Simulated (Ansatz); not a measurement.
This input was run:

```
crystal:
  lattice:
    - [3.8684636528, 0.0, 0.0]
    - [-1.9342318264, 5.9498321242, 0.0]
    - [0.0, 0.0, 22.9986765919]
  atoms:
    - { symbol: Si, position: [0.020314959, 0.0406299181, 0.3695864832] }
    - { symbol: Ni, position: [0.6585254099, 0.3170508197, 0.3796182922] }
    - { symbol: Si, position: [0.2967358607, 0.5934717214, 0.3896501012] }
    - { symbol: Ni, position: [0.849577664, 0.699155328, 0.4297773371] }
    - { symbol: Ni, position: [0.4877881148, 0.9755762296, 0.4398091461] }
    - { symbol: Ni, position: [0.1259985656, 0.2519971312, 0.4498409551] }
    - { symbol: Si, position: [0.6788403689, 0.3576807378, 0.489968191] }
    - { symbol: Ni, position: [0.3170508197, 0.6341016395, 0.5] }
    - { symbol: Si, position: [0.9552612706, 0.9105225411, 0.510031809] }
    - { symbol: Ni, position: [0.5081030738, 0.0162061477, 0.5501590449] }
    - { symbol: Ni, position: [0.1463135247, 0.2926270493, 0.5601908539] }
    - { symbol: Ni, position: [0.7845239755, 0.569047951, 0.5702226629] }
    - { symbol: Si, position: [0.3373657788, 0.6747315576, 0.6103498988] }
    - { symbol: Ni, position: [0.9755762296, 0.9511524592, 0.6203817078] }
    - { symbol: Si, position: [0.6137866804, 0.2275733608, 0.6304135168] }
basis:
  ecutwfc: 420
kpoints:
  mp_grid: { grid: [8, 5, 1] }
hamiltonian:
  xc: pbesol
scf:
  occupations: { method: gaussian, width: 0.1 }
output:
  forces: true
  eigenvalues: true
  write_density: true
  write_potential: true
  elf: true
  volumetric_format: npy
relax:
  adjacent_minimum: "off"
  f_tol: 0.03
  max_steps: 70
  constraints: [{ sites: [0, 1, 2, 3, 4, 5, 6] }]
efield:
  axis: 3
  dipole_correction: true
  ramp_width: 0.04
```

Command:
```bash
ansatz run input.yaml --threads 4 --pin off --max-ram 10240MiB --backend cpu --events-out ev --progress --plain --runs-dir out
```

What does the potential across the slab give for the work function?

The work function is 4.84 eV, the same on both faces. The two vacuum levels agree, so the slab has no net dipole along its normal. The outermost atoms are 6.0 Å apart, which leaves 17.0 Å of vacuum in a cell 23.0 Å high.

The run has no spin polarisation, so a magnetic state may lie lower.

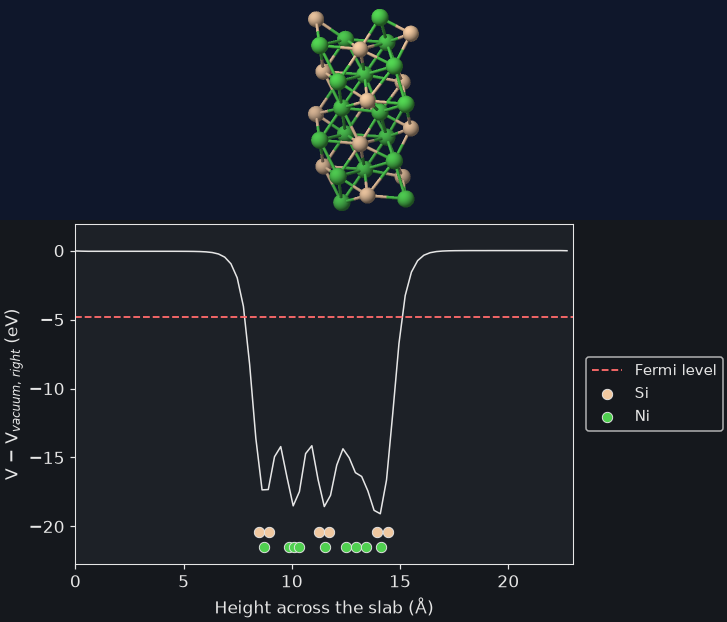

Plane-averaged electrostatic potential energy of an electron across the slab; circles at the bottom mark the heights of the atoms (positions after relaxation). The structure is drawn too.
